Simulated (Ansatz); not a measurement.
## Single-point calculation of W

The run: single-point calculation of W (4 atoms in the cell). Method and program: DFT PBEsol, scalar-relativistic, plane waves, PAW, no spin polarisation (Ansatz 0.2.0).

The structure derives from an entry of the Crystallography Open Database. It belongs to a series of runs on one base structure; here: the crystal opened by +0.75 A across the cut. Figures and captions count atoms from 1; the log counts them from 0 in places.

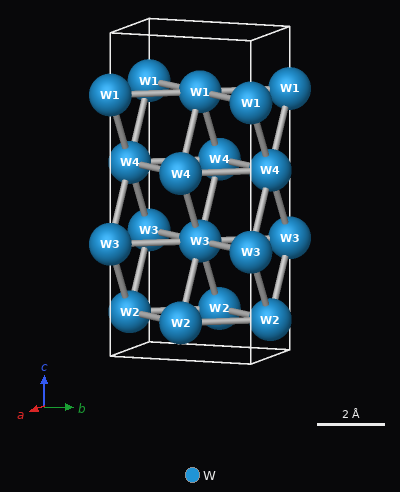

**Figure 1.** The structure as given in the input (ball-and-stick view of the cell 2 times as large as that of the calculation, set on its symmetry axes, seen slightly off an axis; atoms are numbered from 1 in the order of the input). An atom can appear more than once, as a periodic image. Near neighbours in the periodic cell (some may lie outside the picture): W has 6 W at 2.77 Å; W has 8 W at 2.77 Å.

The input:
```yaml
crystal:
  lattice:
    - [-1.5973, 1.5973, -1.5973]
    - [-1.5973, -1.5973, 1.5973]
    - [0.0, 6.9195300859, 6.9195300859]
  atoms:
    - { symbol: W, position: [0.0, 0.0, 0.8079378123] }
    - { symbol: W, position: [0.5, 0.5, 0.1154196875] }
    - { symbol: W, position: [0.0, 0.0, 0.3462590624] }
    - { symbol: W, position: [0.5, 0.5, 0.5770984374] }
basis:
  ecutwfc: 420
kpoints:
  mp_grid: { grid: [18, 18, 5] }
hamiltonian:
  xc: pbesol
scf:
  occupations: { method: gaussian, width: 0.15 }
output:
  forces: true
  stress: true
  eigenvalues: true
  write_density: true
  write_potential: true
  elf: true
  volumetric_format: npy
```

Command:
```bash
ansatz run input.yaml --threads 2 --pin off --max-ram 5120MiB --backend cpu --events-out ev --progress --plain --runs-dir out
```

Output:
```
Engine: ansatz 0.2.0, aarch64-unknown-linux-gnu
Pseudopotentials: kind: paw
Pseudopotential: W, paw, valence charge 14, recommended cutoff 420 eV (normal), W.paw.azcp
Functional definition: PBEsol
  exchange = pbesol_x
  correlation = pbesol_c
Crystal: 4 atoms, lattice volume = 70.617 Å³
Basis set: ecut = 420 eV, 1383 PW (Γ), exchange–correlation on 40×40×144 points (8 copies of the dense FFT grid, shifted against one another)
Bands: 34, of which v1, the nominal top of the filled ones, is band 28 counted from 1 (27 counted from 0)
Symmetry: 8 space group operations
Space group: Cmme (ITA 67), of the structure as read, at distance tolerance 4.1e-5 Å
k-points: 273 of 1620
Non-local potential: W, projectors of the file, l = 0: 3, l = 1: 2, l = 2: 2, l = 3: 1
PAW form: soft (Blöchl's): semilocal exchange-correlation on the pseudo side does not see the compensation charge
PAW frozen core: W, regenerated for the run's functional, and the local potential with it (the file was generated under x = pbe(κ = 0.804, μ = 0.2195149727645171), c = pbe(β = 0.06672455060314922))
PAW one-centre angular grid: W, 590 points (default); XC on 64 Gauss nodes
Initial density: superposition of atomic densities (neutral atoms: chi_scale 0, normalization atom), corrected by the library's trained network
Initial wavefunctions: pseudopotential atomic-orbital guess
Functional: x = pbesol(κ = 0.804, μ = 0.12345679012345678), c = pbesol(β = 0.046)
SCF iter   1: F=—  HF=-41024.792716 eV  |F-HF|=—  |Δ(HF+E_count)|=         —  Δρ=4.31e-3  dr2=3.19e-2  ethr=1.77e-3  ⟨swp⟩=4.6  Hψ=35619  notcnv=0
preconditioner: auto → Kerker (q_TF=auto, 2.625 Å⁻¹)  [metal: Δε(μ)=0.002 eV  Ē_g=4.799 eV  σ=0.150 eV  W_gap=0.01  n_scr=20 (ndim 8)  ℏωp=21.6 eV  f_vac=0.000  D(μ)=2.21/eV (n_scr^D=6)]
SCF iter   2: F=—  HF=-41024.790903 eV  |F-HF|=—  |Δ(HF+E_count)|=   1.81e-3  Δρ=2.43e-3  dr2=1.02e-2  ethr=5.70e-5  ⟨swp⟩=1.1  Hψ=11492  notcnv=0
SCF iter   3: F=—  HF=-41024.790236 eV  |F-HF|=—  |Δ(HF+E_count)|=   6.67e-4  Δρ=2.76e-4  dr2=5.66e-5  ethr=1.82e-5  ⟨swp⟩=1.8  Hψ=9809  notcnv=0
SCF iter   4: F=—  HF=-41024.790227 eV  |F-HF|=—  |Δ(HF+E_count)|=   8.95e-6  Δρ=5.61e-5  dr2=1.35e-5  ethr=1.01e-7  ⟨swp⟩=2.0  Hψ=12463  notcnv=0
SCF iter   5: F=—  HF=-41024.790226 eV  |F-HF|=—  |Δ(HF+E_count)|=   1.10e-6  Δρ=1.89e-5  dr2=1.35e-6  ethr=2.42e-8  ⟨swp⟩=1.5  Hψ=9254  notcnv=0
SCF iter   6: F=—  HF=-41024.790226 eV  |F-HF|=—  |Δ(HF+E_count)|=   1.76e-7  Δρ=4.30e-6  dr2=1.02e-7  ethr=2.40e-9  ⟨swp⟩=2.0  Hψ=11010  notcnv=0
SCF iter   7: F=-41024.790226 eV  HF=-41024.790226 eV  |F-HF|=3.64e-10  |Δ(HF+E_count)|=   8.86e-9  Δρ=7.96e-7  dr2=5.68e-10  ethr=1.79e-10  ⟨swp⟩=10.9  Hψ=56728  notcnv=0
SCF 1 converged in 7 iterations: F = -41024.790226 eV  dr2 = 5.68e-10
  greatest PAW one-centre occupation: 1.000 electrons in one spin orbital (limit 2), on the W atom at site 1 (counted from 0), in its partial waves of l = 0
```

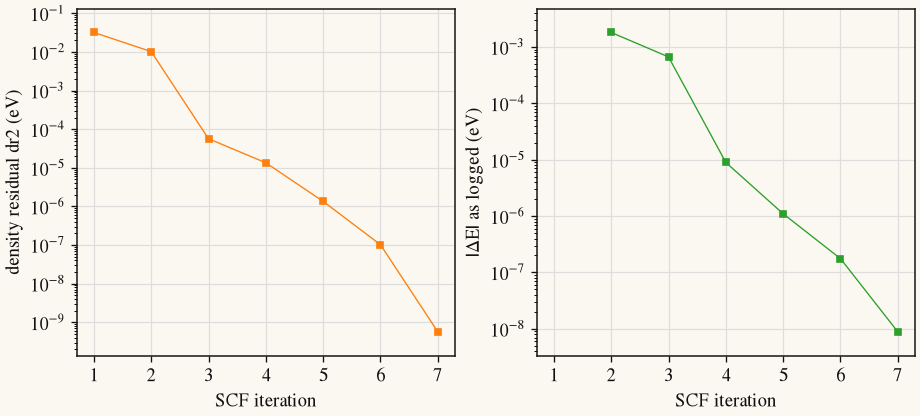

**Figure 2.** Convergence of the self-consistent field: density residual dr2 and size of the energy change against the SCF iteration. The residual falls at every step.

```
SCF converged after 7 iterations
Free energy (F): -41024.790226 eV
Harris-Foulkes:  -41024.790226 eV  (|F-HF|=3.64e-10)
Internal energy: -41024.765295 eV  (E = F + TS)
E sigma→0 (E₀):  -41024.777761 eV
Entropy (-TS):   -0.024931 eV (-6.233 meV/atom)
Fermi energy:    19.765196 eV
--- Per-component energies (eV) ---
  E_band       = -478.653390
  E_kinetic    = 1786.695364
  E_local      = -3052.201441  (includes V_loc(G=0)·N_el)
  E_nonlocal   = 12.167150
  E_hartree    = 1114.528041
  E_xc         = -1055.014025
  E_vxc        = -946.909153  (∫ρ·V_xc dr)
  E_paw        = -33743.289540  (= ΣΔE_a)
  E_vpaw       = -507.460952  (= ΣTr[D̂ρ^β])
  E_aug_tail   = -0.000256  (compensation charges beyond the density's cutoff)
  E_ewald      = -6088.537757
  E_core_change = 0.887169  (= ΣΔE_core)
  E_smearing   = -0.024931  (= −TS)
  E_closure    = 0.000000  (closes the sum)
  Σ components = -41024.790226   (vs F -41024.790226, Δ=0.00e0)
--- Forces (eV/Å), atoms counted from 1 ---
  atom   1  W      0.00000000     0.90340595     0.90340595
  atom   2  W      0.00000000    -0.90340595    -0.90340595
  atom   3  W      0.00000000    -0.21873004    -0.21873004
  atom   4  W      0.00000000     0.21873004     0.21873004
  max |Σ_I F_I| component: 2.22e-16 eV/Å
--- Stress (GPa, compression-positive) ---
      -18.019711       0.000000      -0.000000
        0.000000     -21.920065      -4.131630
       -0.000000      -4.131630     -21.920065
  P = ⅓ Tr σ = -20.6199 GPa (-206.199 kbar)
--- Band table (eV; the first three rows and the last of 273) ---
  k-point 0: bands = ["-54.3858", "-54.3764", "-54.3084", "-54.2545", "-19.0804", "-18.7959", "-18.4874", "-18.3347", "-18.2277", "-18.1172", "-18.0943", "-18.0188", "-18.0053", "-18.0023", "-17.9947", "-17.9938", "10.6587", "12.4889", "13.0692", "13.8471", "16.5163", "17.1417", "17.1872", "17.7643", "18.3443", "18.4166", "18.5239", "19.0416", "19.8863", "20.7700", "21.3382", "21.5309", "21.7793", "21.8101"]
  k-point 1: bands = ["-54.3851", "-54.3772", "-54.3082", "-54.2546", "-19.0720", "-18.8184", "-18.4668", "-18.3338", "-18.2306", "-18.1141", "-18.1008", "-18.0200", "-18.0053", "-18.0024", "-17.9947", "-17.9938", "10.7266", "12.1714", "13.3415", "13.8403", "16.5260", "17.1465", "17.2199", "17.8205", "18.3908", "18.4000", "18.5133", "19.0782", "19.6243", "20.6066", "21.3574", "21.5400", "21.7924", "21.8250"]
  k-point 2: bands = ["-54.3835", "-54.3790", "-54.3078", "-54.2547", "-19.0560", "-18.8540", "-18.4357", "-18.3321", "-18.2351", "-18.1124", "-18.1090", "-18.0222", "-18.0052", "-18.0024", "-17.9947", "-17.9938", "10.8753", "11.7932", "13.6279", "13.8075", "16.5433", "17.0875", "17.3768", "17.9127", "18.3396", "18.4825", "18.5750", "19.1326", "19.1472", "20.3799", "21.3993", "21.5214", "21.7799", "21.8765"]
  k-point 272: bands = ["-54.2746", "-54.2728", "-54.2022", "-54.1606", "-19.1427", "-19.0492", "-18.9301", "-18.8607", "-18.7700", "-18.7439", "-18.6567", "-18.6169", "-18.5103", "-18.4131", "-18.3235", "-18.0773", "14.1707", "14.4672", "14.6065", "15.0243", "15.1956", "15.5282", "16.9275", "17.9544", "18.1872", "19.3858", "19.9378", "20.9506", "21.0869", "21.5078", "22.6737", "22.8517", "22.9542", "24.7995"]
```

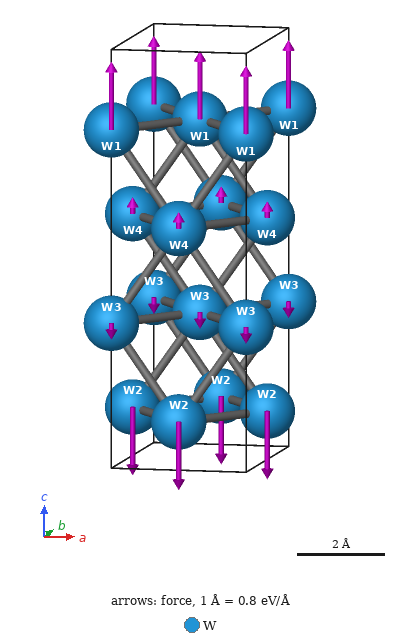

**Figure 3.** Forces on the atoms as pink arrows (ball-and-stick view of the cell 2 times as large as that of the calculation, set on its symmetry axes, seen slightly off an axis; atoms are numbered from 1 in the order of the input). The largest act on W1, W2 (1.28 eV/Å). The geometry is not a stationary point of this energy.

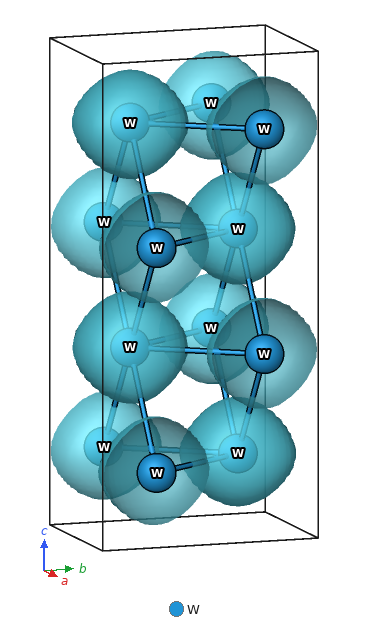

**Figure 4.** Isosurface of the valence charge density (pseudo) at 0.5 e/Å³ (cyan), seen slightly off an axis. Sticks mark near contacts. The outline is the cell set on symmetry axes. At this value the density breaks into separate islands; it holds about 75 % of the electrons treated as valence (semicore included). It is pinched off along the W–W (2.77 Å) contacts. On the grid the lowest density along these lines, outside the cores, is 0.41 e/Å³ (W–W, 2.77 Å). The fields are those of the smooth PAW valence density.

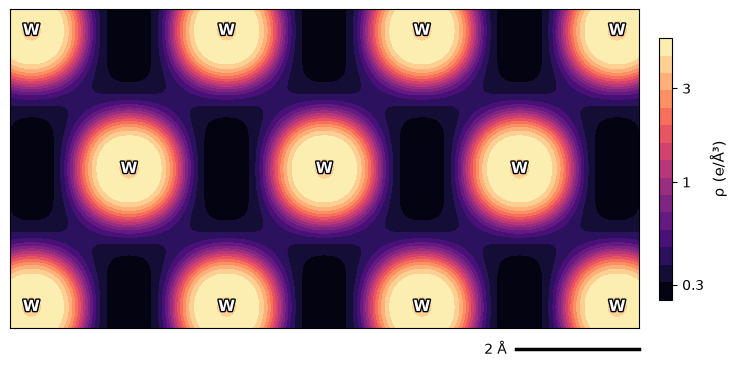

**Figure 5.** Valence charge density (pseudo) on the (001) plane of the conventional cell. W–W (2.77 Å): ρ is about 0.4 e/Å³ halfway. Away from the nuclei the density in this plane falls to 0.25 e/Å³ at its lowest.

Key numbers:

| quantity | value |
| --- | --- |
| outcome | converged |
| space group (tolerance 0.01 Å) | Cmme (67) |
| electrons treated | 56 |
| free energy | −41024.7902 eV |
| Fermi energy | 19.765 eV |
| gap on the k-point mesh | none (metallic) |
| pressure | −20.62 GPa |
| largest force (length of the vector) | 1.278 eV/Å |
| hardware | 2 threads of Arm Neoverse V1, 24 GiB of memory available, shared host |
| wall time | 25 s (CPU time 48 s) |
| peak memory | 0.65 GiB |

Notes:

Spin–orbit coupling is left out, which matters for W. The cell is under a tension of 21 GPa at this level, so it is not at its equilibrium volume.
